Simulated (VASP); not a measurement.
Workfunction calculation, with input and output: AlAs (part 2 of 2)

AlAs (slab, 14 atoms in the cell); Kohn-Sham DFT of a periodic cell, PBEsol, VASP PAW PBE potentials, recommended, no spin polarisation (VASP 6.6.1); cutoff 520 eV, 2×4×1 k-mesh, Gaussian smearing of 0.05 eV. The structure derives from an entry of the Crystallography Open Database.

Geometry of the input (Å; fractional positions):
```
5.6608  0.0000  0.0000
0.0000  4.0028  0.0000
0.0000  0.0000  28.0084
Al 0.5629  0.5000  0.3020
Al 0.9796  0.0000  0.3526
Al 0.4854  0.5000  0.4287
Al 0.9830  0.0000  0.5000
Al 0.4854  0.5000  0.5713
Al 0.9796  0.0000  0.6474
Al 0.5629  0.5000  0.6980
As 0.7675  0.0000  0.2758
As 0.2317  0.5000  0.3569
As 0.7392  0.0000  0.4270
As 0.2346  0.5000  0.5000
As 0.7392  0.0000  0.5730
As 0.2317  0.5000  0.6431
As 0.7675  0.0000  0.7242
```

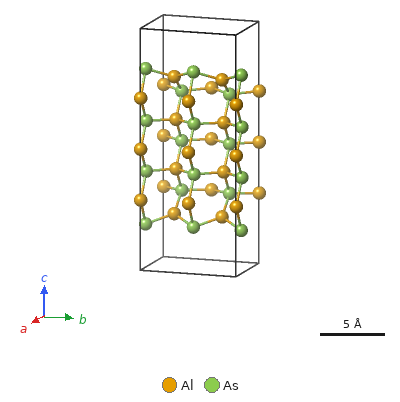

Figure 1. The structure as given in the input (ball-and-stick view of the 1 × 2 repeat of the cell, with the vacuum cut short, seen slightly off an axis). An atom can appear more than once, as a periodic image.

## Parts of OUTCAR, continued
```
 Free energy of the ion-electron system (eV)
  ---------------------------------------------------
  ext. energy  EPLUGINS =         0.00000000
  ---------------------------------------------------
  free energy    TOTEN  =       -67.98813657 eV

  energy without entropy =      -67.98813657  energy(sigma->0) =      -67.98813657

 E-fermi :  -0.4900     XC(G=0):  -5.1039     alpha+bet : -5.1403

 val. band max:       -0.7205710994   @ k =   0.0000   0.0000   0.0000
 cond. band min:      -0.0223271934   @ k =   0.0000   0.5000   0.0000
 fundamental gap:      0.6982439061
 Fermi energy:        -0.4899621783

 k-point     1 :       0.0000    0.0000    0.0000
  band No.  band energies     occupation
      1     -12.4742      2.00000
      2     -12.1659      2.00000
      3     -11.6488      2.00000
      4     -11.0691      2.00000
      5     -10.7311      2.00000
      6     -10.5714      2.00000
      7     -10.5672      2.00000
      8      -6.0789      2.00000
      9      -5.8481      2.00000
     10      -5.3505      2.00000
     11      -4.8280      2.00000
     12      -4.2960      2.00000
     13      -3.9428      2.00000
     14      -3.7971      2.00000
     15      -3.1995      2.00000
     16      -3.0256      2.00000
     17      -2.7795      2.00000
     18      -2.7172      2.00000
     19      -2.5125      2.00000
     20      -2.0555      2.00000
     21      -2.0326      2.00000
     22      -1.7448      2.00000
     23      -1.5300      2.00000
     24      -1.1385      2.00000
     25      -1.1022      2.00000
     26      -0.9676      2.00000
     27      -0.8481      2.00000
     28      -0.7206      2.00000
     29       0.7208      0.00000
     30       1.0677      0.00000
     31       1.1333      0.00000
     32       1.7297      0.00000
     33       1.8113      0.00000
     34       1.8229      0.00000
     35       2.5936      0.00000
     36       2.7565      0.00000

 k-point     2 :       0.5000    0.0000    0.0000
  band No.  band energies     occupation
      1     -11.7670      2.00000
      2     -11.6722      2.00000
      3     -11.5718      2.00000
      4     -11.4265      2.00000
      5     -11.3258      2.00000
      6     -11.0077      2.00000
      7     -10.9542      2.00000
      8      -6.1805      2.00000
      9      -5.9123      2.00000
     10      -5.5546      2.00000
     11      -4.9885      2.00000
     12      -4.5579      2.00000
     13      -3.9359      2.00000
     14      -3.6247      2.00000
     15      -2.2405      2.00000
     16      -2.0761      2.00000
     17      -2.0094      2.00000
     18      -1.9949      2.00000
     19      -1.9483      2.00000
     20      -1.8755      2.00000
     21      -1.8666      2.00000
     22      -1.7499      2.00000
     23      -1.7359      2.00000
     24      -1.6633      2.00000
     25      -1.5125      2.00000
     26      -1.4577      2.00000
     27      -1.3796      2.00000
     28      -1.2030      2.00000
     29       1.1500      0.00000
     30       1.4695      0.00000
     31       1.5628      0.00000
     32       1.8619      0.00000
     33       1.9452      0.00000
     34       2.1201      0.00000
     35       2.2412      0.00000
     36       2.8883      0.00000

 k-point     3 :       0.0000    0.2500    0.0000
  band No.  band energies     occupation
      1     -12.0800      2.00000
      2     -11.7873      2.00000
      3     -11.3110      2.00000
      4     -10.8004      2.00000
      5     -10.6218      2.00000
      6     -10.4786      2.00000
      7     -10.4672      2.00000
      8      -5.8591      2.00000
      9      -5.7741      2.00000
     10      -5.5021      2.00000
     11      -5.0503      2.00000
     12      -4.5380      2.00000
     13      -4.0893      2.00000
     14      -4.0444      2.00000
     15      -3.9457      2.00000
     16      -3.6777      2.00000
     17      -3.3866      2.00000
     18      -3.2637      2.00000
     19      -3.1754      2.00000
     20      -2.8565      2.00000
     21      -2.6263      2.00000
     22      -2.5850      2.00000
     23      -2.1922      2.00000
     24      -2.1431      2.00000
     25      -1.8569      2.00000
     26      -1.6926      2.00000
     27      -1.5120      2.00000
     28      -1.1501      2.00000
     29       1.1502      0.00000
     30       1.2630      0.00000
     31       1.9095      0.00000
     32       2.2405      0.00000
     33       2.3586      0.00000
     34       2.3637      0.00000
     35       2.4867      0.00000
     36       2.7188      0.00000

 k-point     4 :       0.5000    0.2500    0.0000
  band No.  band energies     occupation
      1     -11.4897      2.00000
      2     -11.3775      2.00000
      3     -11.3037      2.00000
      4     -11.1335      2.00000
      5     -11.0620      2.00000
      6     -10.7101      2.00000
      7     -10.6660      2.00000
      8      -5.9104      2.00000
      9      -5.6703      2.00000
     10      -5.5661      2.00000
     11      -5.3075      2.00000
     12      -5.1375      2.00000
     13      -4.7428      2.00000
     14      -4.7332      2.00000
     15      -3.5358      2.00000
     16      -3.5029      2.00000
     17      -3.4580      2.00000
     18      -3.3803      2.00000
     19      -2.8545      2.00000
     20      -2.8066      2.00000
     21      -2.1090      2.00000
     22      -1.9678      2.00000
     23      -1.9616      2.00000
     24      -1.8643      2.00000
     25      -1.6901      2.00000
     26      -1.5715      2.00000
     27      -1.3130      2.00000
     28      -1.1957      2.00000
     29       1.6707      0.00000
     30       1.7358      0.00000
     31       2.4279      0.00000
     32       2.6237      0.00000
     33       2.6515      0.00000
     34       2.6783      0.00000
     35       2.7586      0.00000
     36       3.2533      0.00000

 k-point     5 :       0.0000    0.5000    0.0000
  band No.  band energies     occupation
      1     -11.2334      2.00000
      2     -11.0795      2.00000
      3     -11.0586      2.00000
      4     -10.8219      2.00000
      5     -10.7936      2.00000
      6     -10.3616      2.00000
      7     -10.3255      2.00000
      8      -5.9375      2.00000
      9      -5.9324      2.00000
     10      -5.5656      2.00000
     11      -5.4917      2.00000
     12      -5.4478      2.00000
     13      -5.3730      2.00000
     14      -5.2732      2.00000
     15      -3.8014      2.00000
     16      -3.7297      2.00000
     17      -3.3785      2.00000
     18      -3.2479      2.00000
     19      -3.0447      2.00000
     20      -2.9255      2.00000
     21      -2.8304      2.00000
     22      -2.6153      2.00000
     23      -2.4983      2.00000
     24      -2.1808      2.00000
     25      -2.0703      2.00000
     26      -1.9226      2.00000
     27      -1.6170      2.00000
     28      -1.3685      2.00000
     29      -0.0223      0.00000
     30       0.3977      0.00000
     31       1.1696      0.00000
     32       1.5076      0.00000
     33       1.7627      0.00000
     34       1.7910      0.00000
     35       2.2184      0.00000
     36       2.3905      0.00000

 k-point     6 :       0.5000    0.5000    0.0000
  band No.  band energies     occupation
      1     -11.1467      2.00000
      2     -11.0050      2.00000
      3     -10.9764      2.00000
      4     -10.7654      2.00000
      5     -10.7414      2.00000
      6     -10.3287      2.00000
      7     -10.2989      2.00000
      8      -6.4106      2.00000
      9      -6.2729      2.00000
     10      -6.1263      2.00000
     11      -5.8230      2.00000
     12      -5.7130      2.00000
     13      -5.6817      2.00000
     14      -5.5514      2.00000
     15      -3.8775      2.00000
     16      -3.8639      2.00000
     17      -3.4570      2.00000
     18      -3.3929      2.00000
     19      -3.1342      2.00000
     20      -2.9783      2.00000
     21      -2.6795      2.00000
     22      -2.3867      2.00000
     23      -2.1725      2.00000
     24      -1.9363      2.00000
     25      -1.9176      2.00000
     26      -1.7007      2.00000
     27      -1.2975      2.00000
     28      -1.2261      2.00000
     29       0.9258      0.00000
     30       1.3994      0.00000
     31       1.8414      0.00000
     32       2.4301      0.00000
     33       2.5603      0.00000
     34       2.9459      0.00000
     35       3.0516      0.00000
     36       3.3592      0.00000

------------------------ aborting loop because EDIFF is reached ----------------------------------------

  FORCE on cell =-STRESS in cart. coord.  units (eV):
  Direction    XX          YY          ZZ          XY          YZ          ZX
  --------------------------------------------------------------------------------------
  -------------------------------------------------------------------------------------
  Total       -1.3242806     -0.3568912     -0.2139640      0.0000000      0.0000000      0.0000000
  in kB       -3.3431983     -0.9009860     -0.5401605      0.0000000      0.0000000      0.0000000
  external PRESSURE =      -1.5947816 kB  Pullay stress =       0.0000000 kB

 VOLUME and BASIS-vectors are now :
 -----------------------------------------------------------------------------
  energy-cutoff  :      520.00
  volume of cell :      634.64
      direct lattice vectors                 reciprocal lattice vectors
     5.660800000  0.000000000  0.000000000     0.176653477  0.000000000  0.000000000
     0.000000000  4.002790067  0.000000000     0.000000000  0.249825742  0.000000000
     0.000000000  0.000000000 28.008370201     0.000000000  0.000000000  0.035703613

 POSITION                                       TOTAL-FORCE (eV/Angst)
 -----------------------------------------------------------------------------------
      3.18646      2.00140      8.45923         0.011622     -0.000000     -0.009738
      5.54516      0.00000      9.87687         0.003115     -0.000000     -0.003242
      2.74755      2.00140     12.00853         0.021882      0.000000     -0.007725
      5.56447      0.00000     14.00419         0.002397     -0.000000      0.000000
      2.74755      2.00140     15.99984         0.021882     -0.000000      0.007725
      5.54516      0.00000     18.13150         0.003115     -0.000000      0.003242
      3.18646      2.00140     19.54914         0.011622     -0.000000      0.009738
      4.34475      0.00000      7.72406        -0.012515     -0.000000      0.017030
      1.31144      2.00140      9.99621        -0.004876     -0.000000      0.007932
      4.18440      0.00000     11.96076        -0.010354     -0.000000      0.023297
      1.32799      2.00140     14.00419        -0.020144     -0.000000      0.000000
      4.18440      0.00000     16.04761        -0.010354     -0.000000     -0.023297
      1.31144      2.00140     18.01216        -0.004876     -0.000000     -0.007932
      4.34475      0.00000     20.28431        -0.012515     -0.000000     -0.017030
 -----------------------------------------------------------------------------------
    total drift:                                0.000058      0.000000     -0.000000

  FREE ENERGIE OF THE ION-ELECTRON SYSTEM (eV)
  ---------------------------------------------------
  free  energy   TOTEN  =       -67.9881365658 eV

  energy  without entropy=      -67.9881365658  energy(sigma->0) =      -67.98813657

 vacuum level on the upper side and lower side of the slab         4.579         4.579
```

## CONTCAR
```
AlAs
   1.00000000000000
     5.6608000000000001    0.0000000000000000    0.0000000000000000
     0.0000000000000000    4.0027900670000003    0.0000000000000000
     0.0000000000000000    0.0000000000000000   28.0083702010000017
  Al              As
     7     7
Direct
     0.5628997015391377    0.5000000000000000    0.3020252278414191
     0.9795723344863774    0.0000000000000000    0.3526399106924814
     0.4853638951924566    0.5000000000000000    0.4287477468865717
     0.9829832251640696    0.0000000000000000    0.5000000000000000
     0.4853638951924566    0.5000000000000000    0.5712522531134283
     0.9795723344863774    0.0000000000000000    0.6473600893075186
     0.5628997015391377    0.5000000000000000    0.6979747721585809
     0.7675157827988741    0.0000000000000000    0.2757768366373128
     0.2316711553145225    0.5000000000000000    0.3569009643564414
     0.7391884130943964    0.0000000000000000    0.4270424748833221
     0.2345942099844081    0.5000000000000000    0.5000000000000000
     0.7391884130943964    0.0000000000000000    0.5729575251166779
     0.2316711553145225    0.5000000000000000    0.6430990356435586
     0.7675157827988741    0.0000000000000000    0.7242231633626872

  0.00000000E+00  0.00000000E+00  0.00000000E+00
  0.00000000E+00  0.00000000E+00  0.00000000E+00
  0.00000000E+00  0.00000000E+00  0.00000000E+00
  0.00000000E+00  0.00000000E+00  0.00000000E+00
  0.00000000E+00  0.00000000E+00  0.00000000E+00
  0.00000000E+00  0.00000000E+00  0.00000000E+00
  0.00000000E+00  0.00000000E+00  0.00000000E+00
  0.00000000E+00  0.00000000E+00  0.00000000E+00
  0.00000000E+00  0.00000000E+00  0.00000000E+00
  0.00000000E+00  0.00000000E+00  0.00000000E+00
  0.00000000E+00  0.00000000E+00  0.00000000E+00
  0.00000000E+00  0.00000000E+00  0.00000000E+00
  0.00000000E+00  0.00000000E+00  0.00000000E+00
  0.00000000E+00  0.00000000E+00  0.00000000E+00
```
